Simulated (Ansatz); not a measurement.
System: MgO, space group Fm-3m (No. 225) (one of a set of cubic test structures, which need not be the stable phase).

Input of one of the runs behind the figure:
```
crystal:
  lattice:
    - [0.0, 2.112872701007, 2.112872701007]
    - [2.112872701007, 0.0, 2.112872701007]
    - [2.112872701007, 2.112872701007, 0.0]
  atoms:
    - { symbol: Mg, position: [0, 0, 0] }
    - { symbol: O, position: [0.5, 0.5, 0.5] }
kpoints:
  mp_grid: { grid: [14, 14, 14] }
hamiltonian:
  xc: r2scan
  pseudopotentials:
    kind: paw
    azcp:
      Mg: "pseudopotentials/pbe/paw/ansatz_paw_generated_hard_1/Mg.paw.azcp"
      O: "pseudopotentials/pbe/paw/ansatz_paw_generated_hard_1/O.paw.azcp"
scf:
  occupations: { method: fermi_dirac, width: 0.1 }
  convergence: { dr2_threshold: "1e-9 eV" }
  max_iter: 300
output:
  forces: true
  stress: true
basis:
  xc_grid: 2
```

Command:
```bash
ansatz run input.yaml --threads 1
```

Method: equation of state of a cubic crystal from periodic Kohn-Sham density functional theory without spin, third-order Birch-Murnaghan fit to the free energies; pressure corrected for the finite basis (Ansatz 0.2.0 development build). Level: r2SCAN.

structure type rock salt; atoms in cell 2; space group number 225; lattice centring face-centred primitive; k mesh 14×14×14; occupation method Fermi–Dirac; occupation width 0.1 eV; wave cutoff 700 eV; datasets hard PAW; density tolerance 1e−09 eV; bands 12; density cutoff ratio 4; search for lower states default; xc grid level 2.

Describe the result: the energy above the lowest point and pressure against volume. The volume takes the values 8.85, 9.14, 9.43, 9.72, 10.01 Å³/atom.

A third-order Birch–Murnaghan fit gives V0 = 9.29 Å³/atom, B0 = 167 GPa and B′ = 4.1. The energy above the lowest point is 10.7 meV/atom at volume 8.85 Å³/atom and 24.2 meV/atom at 10.01 Å³/atom; the lowest computed point is at volume 9.43 Å³/atom (0.0 meV/atom), and no other minimum shows among the points. The pressure falls from 8.9 GPa at volume 8.85 Å³/atom to −10.6 GPa at 10.01 Å³/atom, and changes sign near 9.30 Å³/atom.

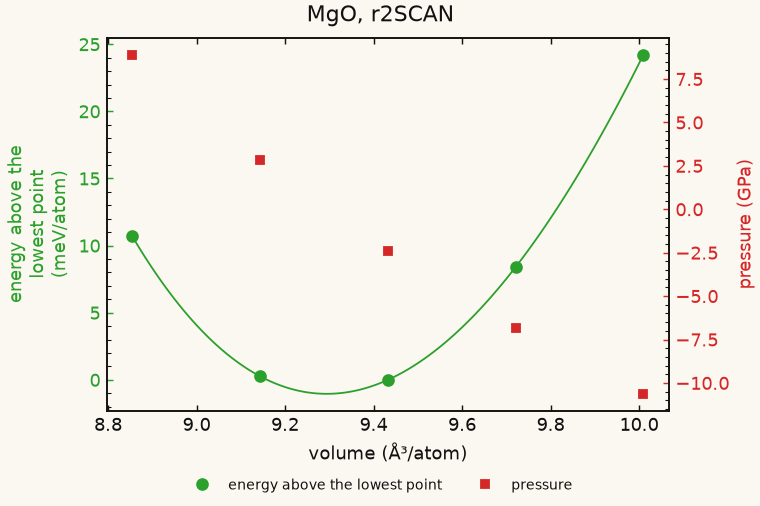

Caveats: pseudopotentials made with PBE, not this functional.
